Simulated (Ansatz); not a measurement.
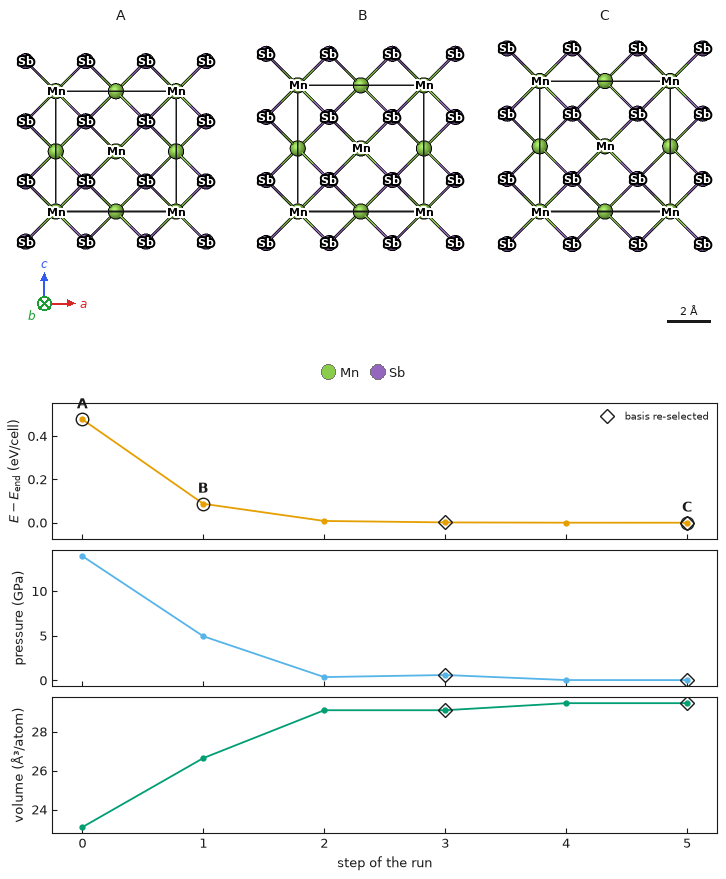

Frames of a relaxation of a crystal of MnSb (built on the zinc blende_216 type) (coarse preliminary run), marked on the history of the run. Style: ball-and-stick. Shown: the conventional cell (4 times the calculation's cell), along the b axis. Lengths and directions refer to the drawn axes.

Case: zinc blende type (F-43m, No. 216).

All numbers below come from DFT PBE, scalar-relativistic, plane waves, PAW (Ansatz 0.2.0).

The input:
```yaml
crystal:
  lattice:
    - [0.0, 2.8479931613, 2.8479931613]
    - [2.8479931613, 0.0, 2.8479931613]
    - [2.8479931613, 2.8479931613, 0.0]
  atoms:
    - { symbol: Mn, position: [0.0, 0.0, 0.0], spin: 3.37 }
    - { symbol: Sb, position: [0.75, 0.75, 0.75] }
basis:
  ecutwfc: 420
kpoints:
  mp_grid: { grid: [6, 6, 6] }
hamiltonian:
  xc: pbe
scf:
  occupations: { method: gaussian, width: 0.1 }
  lower_state_search: "off"
output:
  forces: true
  stress: true
  eigenvalues: true
  populations: true
magnetization:
  spin_polarized: true
relax:
  adjacent_minimum: "off"
  f_tol: 0.04
  max_steps: 70
  cell: { stress_tol: 0.4 }
```

Command:
```bash
ansatz run input.yaml --threads 1 --pin off --max-ram 2560MiB --backend cpu --events-out ev --progress --plain --runs-dir out
```

What happens along the run?

The atoms keep their places relative to the cell (all moves are under 0.005 Å). The drawn cell changes as follows: a = b = c 5.696 → 6.177 Å (+8.5 %); the volume changes by +27.6 %. Near-neighbour distances that change, for instance: Mn1–Sb2 2.466 → 2.675 Å. The space group stays F-43m (No. 216). Over 3 accepted moves (5 points after the start) the energy falls by 0.477 eV per cell of the calculation. All forces vanish by symmetry, so only the cell relaxes. Pressure: 13.92 GPa at the start and 0.04 GPa at the end. The SCF was repeated twice at an unchanged geometry on a basis and grid sized afresh for the cell, which shifted the energy by 6.7 meV per cell of the calculation at most. Cost: 24 s on 1 thread of Arm Neoverse V2, with other jobs on the host, peak memory 0.34 GiB. From step 0 to 1: volume +15.3 %, energy −0.390 eV per cell of the calculation. From step 1 to 5: volume +10.6 %, energy −87.4 meV per cell of the calculation.
